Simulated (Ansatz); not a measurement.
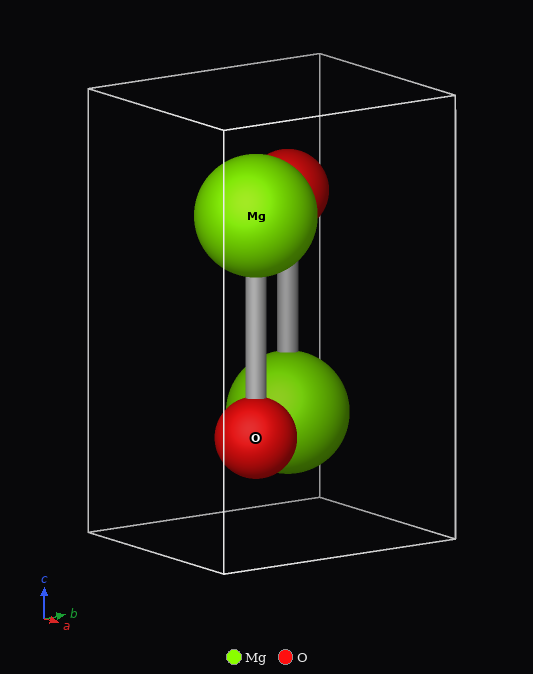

An orthographic ball-and-stick view of the structure, slightly off an axis. The wireframe shows the simulation cell.

Input deck:
```yaml
crystal:
  lattice:
    - [3.5207161421, 0.0, 0.0]
    - [-1.760358071, 3.0490296186, 0.0]
    - [0.0, 0.0, 4.2374418908]
  atoms:
    - { symbol: Mg, position: [0.6666666667, 0.3333333333, 0.75] }
    - { symbol: Mg, position: [0.3333333333, 0.6666666667, 0.25] }
    - { symbol: O, position: [0.6666666667, 0.3333333333, 0.25] }
    - { symbol: O, position: [0.3333333333, 0.6666666667, 0.75] }
basis:
  ecutwfc: 500
kpoints:
  mp_grid: { grid: [6, 6, 6] }
  band_path:
    path:
      - [[0.0, 0.0, 0.0], [0.5, 0.0, 0.0], [0.33333333, 0.33333333, 0.0], [0.0, 0.0, 0.0], [0.0, 0.0, 0.5], [0.5, 0.0, 0.5], [0.33333333, 0.33333333, 0.5], [0.0, 0.0, 0.5]]
      - [[0.5, 0.0, 0.5], [0.5, 0.0, 0.0]]
      - [[0.33333333, 0.33333333, 0.5], [0.33333333, 0.33333333, 0.0]]
    npoints: 14
hamiltonian:
  xc: r2scan
scf:
  occupations: { method: gaussian, width: 0.02 }
  n_extra_bands: 10
output:
  forces: true
  stress: true
  eigenvalues: true
  populations: true
  dos: { projected: true, de: 0.02, nscf_kmesh: { grid: [9, 9, 9] } }
  bader: true
  write_density: true
  write_potential: true
  elf: true
  volumetric_format: npy
```
Run as:
```sh
ansatz run input.yaml --threads 1 --pin off --max-ram 2560MiB --backend cpu --events-out ev --progress --plain --runs-dir out
```

Calculation details: DFT r2SCAN, scalar-relativistic, plane waves, PAW (Ansatz); plane waves up to 500 eV, k-grid 6×6×6, Gaussian smearing of 0.02 eV, no spin polarisation.

> How are the electrons shared out in a Bader analysis?

Mg +1.74 e; O -1.74 e. The transfer is large, as in an ionic solid.

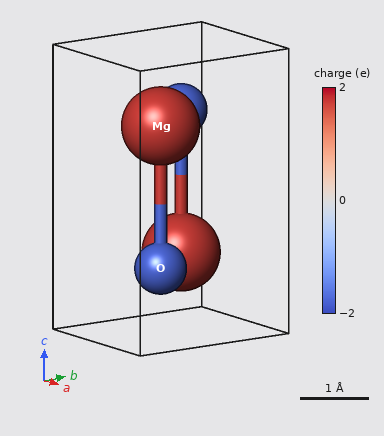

The atoms coloured by those charges.

Its origin is a structure listed in the Materials Project. Earlier steps of the study may have refined or changed the cell and positions. It went into a calculation with Ansatz.

At this level of theory the cell isn't at rest (stretched, at -4 GPa), so its distances can differ from those at equilibrium, the more so the softer the solid.
